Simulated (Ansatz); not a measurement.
**PtSe₂: geometry relaxation (part 2 of 2)**

The same run, continued: PtSe₂ (3 atoms in the cell); DFT r2SCAN, scalar-relativistic, plane waves, PAW (Ansatz 0.2.0); cutoff 500 eV, 12×12×8 k-mesh, Gaussian smearing of 0.1 eV. The structure derives from an entry of the Crystallography Open Database. The run did not end well.

Geometry of the input (Å; fractional positions):
```
3.7240  0.0000  0.0000
-1.8620  3.2251  0.0000
0.0000  0.0000  5.0620
Pt 0.0000  0.0000  0.0000
Se 0.3333  0.6667  0.2500
Se 0.6667  0.3333  0.7500
```

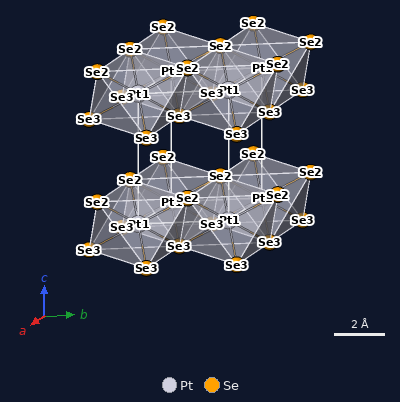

Figure 1. The geometry at step 4 of the log (polyhedral view of the cell of the calculation, seen slightly off an axis; polyhedra are completed across the faces of the cell; atoms are numbered from 1 in the order of the input).

Output, continued
```
SCF iter   1: F=—  HF=-23494.409321 eV  |F-HF|=—  |Δ(HF+E_count)|=         —  Δρ=6.64e-4  dr2=1.74e-4  dr2_τ=3.88e-3  ethr=4.67e-7  ⟨swp⟩=3.0  Hψ=22795  notcnv=0
preconditioner: auto → Resta (q_TF=auto, 2.582 Å⁻¹)  ε∞=5.0  [insulator: Δε(μ)=0.613 eV  Ē_g=10.388 eV  σ=0.100 eV  W_gap=1.00  n_scr=22 (ndim 8)  ℏωp=20.9 eV  f_vac=0.140  D(μ)=0.00/eV (n_scr^D=0)  ε∞_Penn≈5.0]
SCF iter   2: F=—  HF=-23494.413257 eV  |F-HF|=—  |Δ(HF+E_count)|=   3.94e-3  Δρ=4.31e-4  dr2=5.88e-5  dr2_τ=3.82e-6  ethr=3.47e-7  ⟨swp⟩=2.1  Hψ=7272  notcnv=0
SCF iter   3: F=—  HF=-23494.413280 eV  |F-HF|=—  |Δ(HF+E_count)|=   2.27e-5  Δρ=1.72e-4  dr2=1.01e-5  dr2_τ=1.84e-6  ethr=1.18e-7  ⟨swp⟩=2.1  Hψ=5011  notcnv=0
SCF iter   4: F=—  HF=-23494.413288 eV  |F-HF|=—  |Δ(HF+E_count)|=   7.77e-6  Δρ=7.42e-5  dr2=5.26e-6  dr2_τ=9.74e-7  ethr=2.01e-8  ⟨swp⟩=2.0  Hψ=7166  notcnv=0
SCF iter   5: F=—  HF=-23494.413287 eV  |F-HF|=—  |Δ(HF+E_count)|=   7.43e-7  Δρ=1.88e-5  dr2=2.75e-7  dr2_τ=8.41e-9  ethr=1.05e-8  ⟨swp⟩=3.0  Hψ=7209  notcnv=0
SCF iter   6: F=-23494.413287 eV  HF=-23494.413287 eV  |F-HF|=2.19e-8  |Δ(HF+E_count)|=   1.44e-7  Δρ=5.94e-6  dr2=2.58e-8  dr2_τ=1.29e-9  ethr=5.27e-10  ⟨swp⟩=10.6  Hψ=33330  notcnv=0
SCF 7 converged in 6 iterations: F = -23494.413287 eV  dr2 = 2.58e-8
relax step   7: F+E_penalty+E_count = -23494.41328717 eV  Δ(F+E_penalty+E_count) = -2.149e-4 eV  max|allowed force component| = 1.292e-2 eV/Å  Δτ_max = 0.0068 Å  P = -0.078 GPa  Ω = 69.538 Å³  energy of the carried Pulay correction = -1.219e-3 eV  (6 SCF iters, dr2 threshold 2.64e-7 eV, accepted)
Crystal: 3 atoms, lattice volume = 69.613 Å³
iter 1 solved again at ethr=4.43e-8 eV; its pass at ethr=3.10e-3 eV (dr2=2.21e-5 eV) is discarded
SCF iter   1: F=—  HF=-23494.413157 eV  |F-HF|=—  |Δ(HF+E_count)|=         —  Δρ=1.92e-4  dr2=1.81e-5  dr2_τ=1.59e-4  ethr=4.43e-8  ⟨swp⟩=3.0  Hψ=22226  notcnv=0
preconditioner: auto → Resta (q_TF=auto, 2.582 Å⁻¹)  ε∞=5.0  [insulator: Δε(μ)=0.622 eV  Ē_g=10.396 eV  σ=0.100 eV  W_gap=1.00  n_scr=22 (ndim 8)  ℏωp=20.9 eV  f_vac=0.141  D(μ)=0.00/eV (n_scr^D=0)  ε∞_Penn≈5.0]
SCF iter   2: F=—  HF=-23494.413297 eV  |F-HF|=—  |Δ(HF+E_count)|=   1.40e-4  Δρ=1.13e-4  dr2=4.47e-6  dr2_τ=3.83e-7  ethr=3.62e-8  ⟨swp⟩=2.0  Hψ=7206  notcnv=0
SCF iter   3: F=—  HF=-23494.413299 eV  |F-HF|=—  |Δ(HF+E_count)|=   1.58e-6  Δρ=5.02e-5  dr2=9.49e-7  dr2_τ=1.43e-7  ethr=8.93e-9  ⟨swp⟩=2.0  Hψ=5020  notcnv=0
SCF iter   4: F=—  HF=-23494.413300 eV  |F-HF|=—  |Δ(HF+E_count)|=   5.82e-7  Δρ=1.08e-5  dr2=8.83e-8  dr2_τ=1.33e-8  ethr=1.90e-9  ⟨swp⟩=2.7  Hψ=7187  notcnv=0
SCF iter   5: F=-23494.413300 eV  HF=-23494.413300 eV  |F-HF|=2.82e-9  |Δ(HF+E_count)|=   2.48e-8  Δρ=3.42e-6  dr2=9.84e-9  dr2_τ=6.56e-10  ethr=3.66e-11  ⟨swp⟩=9.3  Hψ=29451  notcnv=0
SCF 8 converged in 5 iterations: F = -23494.413300 eV  dr2 = 9.84e-9
relax step   8: F+E_penalty+E_count = -23494.41329958 eV  Δ(F+E_penalty+E_count) = -1.242e-5 eV  max|allowed force component| = 1.037e-4 eV/Å  Δτ_max = 0.0022 Å  P = -0.001 GPa  Ω = 69.613 Å³  energy of the carried Pulay correction = -1.229e-3 eV  (5 SCF iters, dr2 threshold 1.83e-8 eV, accepted)
Basis set: ecut = 500 eV, 1773 PW (Γ), exchange–correlation on 120×120×180 points (64 copies of the dense FFT grid, shifted against one another)
Initial wavefunctions: pseudopotential atomic-orbital guess (no wavefunctions were taken with the density)
iter 1 solved again at ethr=1.19e-7 eV; its pass at ethr=3.10e-3 eV (dr2=5.94e-5 eV) is discarded
SCF iter   1: F=—  HF=-23494.409757 eV  |F-HF|=—  |Δ(HF+E_count)|=         —  Δρ=9.48e-4  dr2=2.10e-5  dr2_τ=6.46e-5  ethr=1.19e-7  ⟨swp⟩=3.2  Hψ=26054  notcnv=0
preconditioner: auto → Resta (q_TF=auto, 2.582 Å⁻¹)  ε∞=5.0  [insulator: Δε(μ)=0.620 eV  Ē_g=10.399 eV  σ=0.100 eV  W_gap=1.00  n_scr=22 (ndim 8)  ℏωp=20.9 eV  f_vac=0.142  D(μ)=0.00/eV (n_scr^D=0)  ε∞_Penn≈5.0]
SCF iter   2: F=—  HF=-23494.414251 eV  |F-HF|=—  |Δ(HF+E_count)|=   4.49e-3  Δρ=4.78e-4  dr2=5.01e-6  dr2_τ=6.15e-5  ethr=4.21e-8  ⟨swp⟩=2.3  Hψ=5867  notcnv=0
SCF iter   3: F=—  HF=-23494.415161 eV  |F-HF|=—  |Δ(HF+E_count)|=   9.10e-4  Δρ=5.46e-5  dr2=5.63e-7  dr2_τ=6.98e-7  ethr=1.00e-8  ⟨swp⟩=2.1  Hψ=6820  notcnv=0
SCF iter   4: F=—  HF=-23494.415174 eV  |F-HF|=—  |Δ(HF+E_count)|=   1.31e-5  Δρ=1.27e-5  dr2=9.31e-8  dr2_τ=4.84e-8  ethr=1.13e-9  ⟨swp⟩=2.0  Hψ=5362  notcnv=0
```

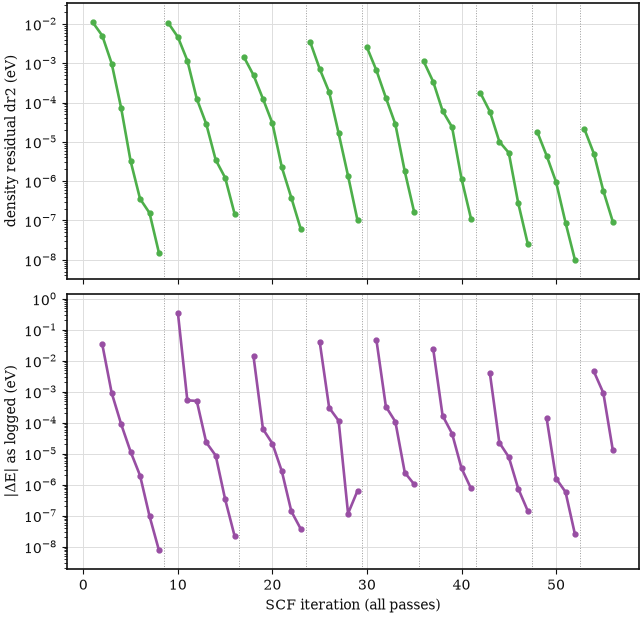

Figure 2. Convergence of the self-consistent field: density residual dr2 and size of the energy change against the SCF iteration. Dotted lines part the SCF passes that the log prints in full.

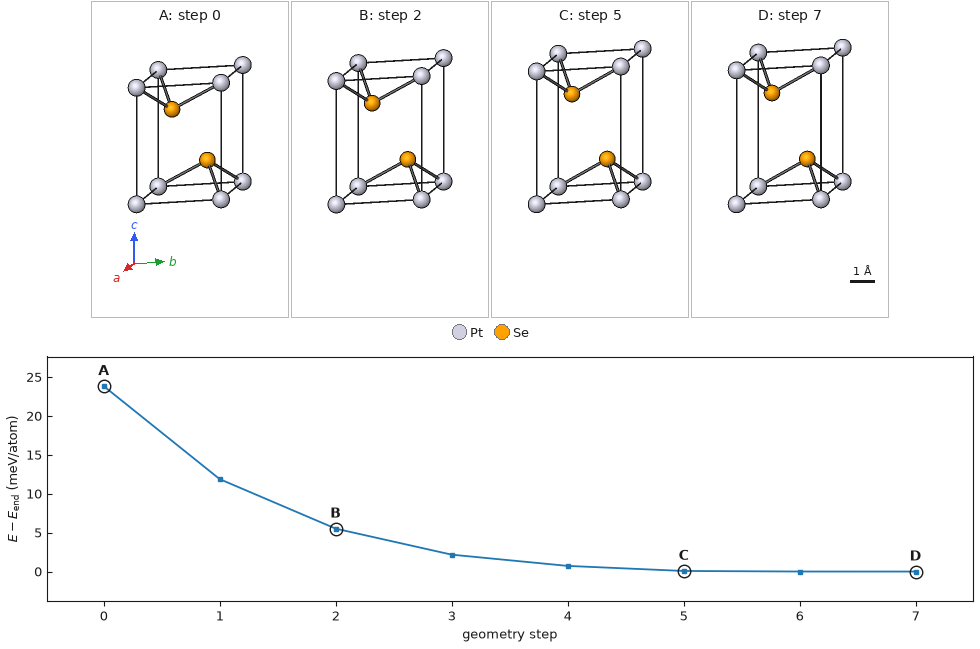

Figure 3. Frames of the relaxation (ball-and-stick view of the cell of the calculation, seen slightly off an axis) above the curves, on which the letters mark them (the first geometry is step 0 here and step 1 in the log).

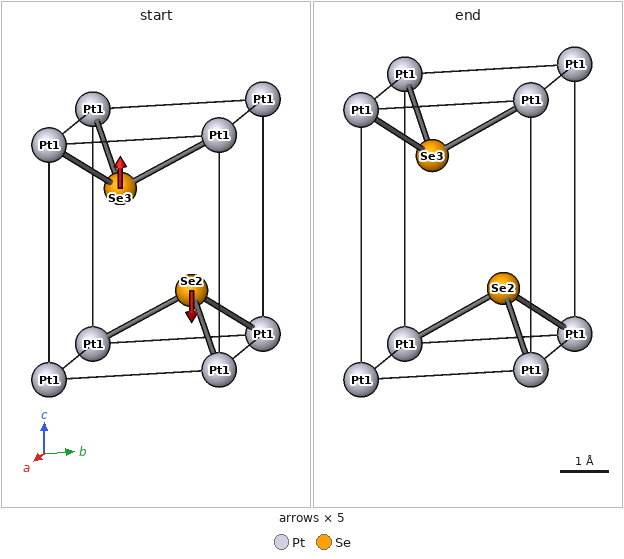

Figure 4. Before (left) and after (right) the relaxation, at one scale (ball-and-stick view of the cell of the calculation, seen slightly off an axis). The red arrows give the displacements (without the part carried along by the change of the cell), magnified 5 times. The run was cut off at its time limit before the relaxation converged, so the last structure is only a point on the way. The largest moves relative to the cell, 0.14 Å, are those of Se2 and Se3. Pt stays in place. The drawn cell changes as follows: a = b 3.724 → 3.718 Å (−0.2 %), c 5.062 → 5.816 Å (+14.9 %); the volume changes by +14.5 %. Among the contacts that change: Pt1–Se2 2.495 → 2.515 Å. The space group stays P-3m1 (No. 164). The energy falls by 23.8 meV per atom in 7 geometry steps. Largest force component: 0.36 eV/Å at the start, 0.0001 eV/Å at the end. The pressure goes from 4.90 to 0.00 GPa. (Atoms are counted from 1 in the order of the input.)

```
Step cancelled. What follows is not a result of the run: it is the report of the last solve that finished, which converged after 5 SCF iterations.
Free energy (F): -23494.413300 eV
Harris-Foulkes:  -23494.413300 eV  (|F-HF|=2.82e-9)
Internal energy: -23494.413300 eV  (E = F + TS)
E sigma→0 (E₀):  -23494.413300 eV
Entropy (-TS):   -0.000000 eV (-0.000 meV/atom)
Fermi energy:    10.572039 eV
--- Per-component energies (eV) ---
  E_band       = -1115.939251
  E_kinetic    = 873.434259
  E_local      = -7909.962459  (includes V_loc(G=0)·N_el)
  E_nonlocal   = -988.074988
  E_hartree    = 3655.804730
  E_xc         = -446.327980
  E_vxc        = -548.831900  (∫ρ·V_xc dr)
  E_paw        = -13330.950200  (= ΣΔE_a)
  E_vpaw       = 113.762923  (= ΣTr[D̂ρ^β])
  E_aug_tail   = -0.000476  (compensation charges beyond the density's cutoff)
  E_vtau       = 32.122292  (kinetic-family band-sum trace: ∫τ·v_τ [+ j·A + Jᵃ·Aᵃ] dr)
  E_ewald      = -5344.575149
  E_core_change = -3.761035  (= ΣΔE_core)
  E_smearing   = -0.000000  (= −TS)
  E_closure    = -0.000000  (closes the sum)
  Σ components = -23494.413300   (vs F -23494.413300, Δ=0.00e0)
--- Forces (eV/Å), atoms counted from 1 ---
  atom   1  Pt     0.00000000     0.00000000     0.00000000
  atom   2  Se    -0.00000000    -0.00000000     0.00010370
  atom   3  Se    -0.00000000     0.00000000    -0.00010370
  max |Σ_I F_I| component: 2.31e-18 eV/Å
--- Stress (GPa, compression-positive) ---
       -0.022734       0.000000       0.000000
        0.000000      -0.022734       0.000000
        0.000000       0.000000      -0.018920
  P = ⅓ Tr σ = -0.0215 GPa (-0.215 kbar)
--- Band table (eV; the first three rows and the last of 131) ---
  k-point 0: bands = ["-90.9349", "-44.5466", "-44.5466", "-44.4842", "-38.5482", "-38.5482", "-38.5463", "-38.5463", "-38.5171", "-38.5171", "-38.5138", "-38.5138", "-38.5022", "-38.5016", "-5.0387", "-2.8798", "3.8753", "4.3203", "4.3203", "6.6100", "6.6100", "8.0419", "9.6421", "9.6421", "10.2267", "12.6388", "12.6388", "15.0882", "15.4766", "18.6263"]
  k-point 1: bands = ["-90.9349", "-44.5466", "-44.5466", "-44.4842", "-38.5482", "-38.5482", "-38.5463", "-38.5463", "-38.5171", "-38.5171", "-38.5138", "-38.5138", "-38.5021", "-38.5016", "-5.0156", "-2.9309", "3.9829", "4.3221", "4.3221", "6.6091", "6.6091", "8.0448", "9.6230", "9.6230", "9.9939", "12.6772", "12.6772", "15.2940", "15.5815", "18.5966"]
  k-point 2: bands = ["-90.9349", "-44.5467", "-44.5467", "-44.4842", "-38.5482", "-38.5482", "-38.5463", "-38.5463", "-38.5170", "-38.5170", "-38.5139", "-38.5139", "-38.5021", "-38.5016", "-4.9561", "-3.0562", "4.2594", "4.3264", "4.3264", "6.6069", "6.6069", "8.0545", "9.4618", "9.5781", "9.5781", "12.7704", "12.7704", "15.5742", "16.0426", "18.5203"]
  k-point 130: bands = ["-90.9346", "-44.5548", "-44.5548", "-44.4831", "-38.5477", "-38.5472", "-38.5472", "-38.5459", "-38.5172", "-38.5151", "-38.5151", "-38.5144", "-38.5015", "-38.5015", "-3.2044", "-3.2044", "4.2496", "4.4920", "4.4920", "6.0956", "6.0956", "6.9337", "7.0086", "8.3572", "8.3572", "12.1679", "12.1679", "17.0354", "17.9408", "17.9408"]
End of that report.
Error: SIGTERM received: cancelled by the caller after 4 completed SCF iterations
```

Trajectory as extended XYZ (Å, eV, eV/Å), 8 frames, from step=1 to step=8
```
3
Lattice="3.7240 0.0000 0.0000 -1.8620 3.2251 0.0000 0.0000 0.0000 5.0620" Properties=species:S:1:pos:R:3:forces:R:3 step=1 energy=-23494.34180 pressure_GPa=4.90
Pt    0.0000    0.0000    0.0000    0.0000   0.0000   0.0000
Se    0.0000    2.1501    1.2655    0.0000   0.0000   0.3579
Se    1.8620    1.0750    3.7965    0.0000   0.0000  -0.3579
3
Lattice="3.7987 0.0000 0.0000 -1.8993 3.2898 0.0000 0.0000 0.0000 5.3076" Properties=species:S:1:pos:R:3:forces:R:3 step=2 energy=-23494.37766 pressure_GPa=-2.26
Pt    0.0000    0.0000    0.0000    0.0000   0.0000   0.0000
Se    0.0000    2.1932    1.2753    0.0000   0.0000  -0.1096
Se    1.8993    1.0966    4.0324    0.0000   0.0000   0.1096
3
Lattice="3.7571 0.0000 0.0000 -1.8785 3.2537 0.0000 0.0000 0.0000 5.3606" Properties=species:S:1:pos:R:3:forces:R:3 step=3 energy=-23494.39675 pressure_GPa=-0.66
Pt    0.0000    0.0000    0.0000    0.0000   0.0000   0.0000
Se    0.0000    2.1691    1.2936    0.0000   0.0000  -0.0967
Se    1.8785    1.0846    4.0669    0.0000   0.0000   0.0967
3
Lattice="3.7275 0.0000 0.0000 -1.8638 3.2281 0.0000 0.0000 0.0000 5.5089" Properties=species:S:1:pos:R:3:forces:R:3 step=4 energy=-23494.40678 pressure_GPa=0.61
Pt    0.0000    0.0000    0.0000    0.0000   0.0000   0.0000
Se    0.0000    2.1521    1.3001    0.0000   0.0000   0.0237
Se    1.8638    1.0760    4.2088    0.0000   0.0000  -0.0237
3
Lattice="3.7152 0.0000 0.0000 -1.8576 3.2174 0.0000 0.0000 0.0000 5.6611" Properties=species:S:1:pos:R:3:forces:R:3 step=5 energy=-23494.41112 pressure_GPa=0.75
Pt    0.0000    0.0000    0.0000    0.0000   0.0000   0.0000
Se    0.0000    2.1450    1.3061    0.0000   0.0000   0.0522
Se    1.8576    1.0725    4.3550    0.0000   0.0000  -0.0522
3
Lattice="3.7151 0.0000 0.0000 -1.8576 3.2174 0.0000 0.0000 0.0000 5.7673" Properties=species:S:1:pos:R:3:forces:R:3 step=6 energy=-23494.41307 pressure_GPa=0.29
Pt    0.0000    0.0000    0.0000    0.0000   0.0000   0.0000
Se    0.0000    2.1449    1.3103    0.0000   0.0000   0.0169
Se    1.8576    1.0725    4.4569    0.0000   0.0000  -0.0169
3
Lattice="3.7187 0.0000 0.0000 -1.8594 3.2205 0.0000 0.0000 0.0000 5.8064" Properties=species:S:1:pos:R:3:forces:R:3 step=7 energy=-23494.41329 pressure_GPa=-0.08
Pt    0.0000    0.0000    0.0000    0.0000   0.0000   0.0000
Se    0.0000    2.1470    1.3114    0.0000   0.0000  -0.0129
Se    1.8594    1.0735    4.4950    0.0000   0.0000   0.0129
3
Lattice="3.7178 0.0000 0.0000 -1.8589 3.2197 0.0000 0.0000 0.0000 5.8156" Properties=species:S:1:pos:R:3:forces:R:3 step=8 energy=-23494.41330 pressure_GPa=-0.00
Pt    0.0000    0.0000    0.0000    0.0000   0.0000   0.0000
Se    0.0000    2.1465    1.3109    0.0000   0.0000   0.0001
Se    1.8589    1.0732    4.5047    0.0000   0.0000  -0.0001
```

Outcome

- outcome: stopped at the time limit
- space group (tolerance 0.01 Å): P-3m1 (164)
- final cell: a = 3.718 Å, b = 3.718 Å, c = 5.816 Å, α = 90.00°, β = 90.00°, γ = 120.00°
- hardware: 1 thread of AMD EPYC (Zen 3), 189 GiB of memory available, shared host
- wall time: 12 min
- peak memory: 0.7 GiB

The run was cut off by its time limit, so the output is incomplete.
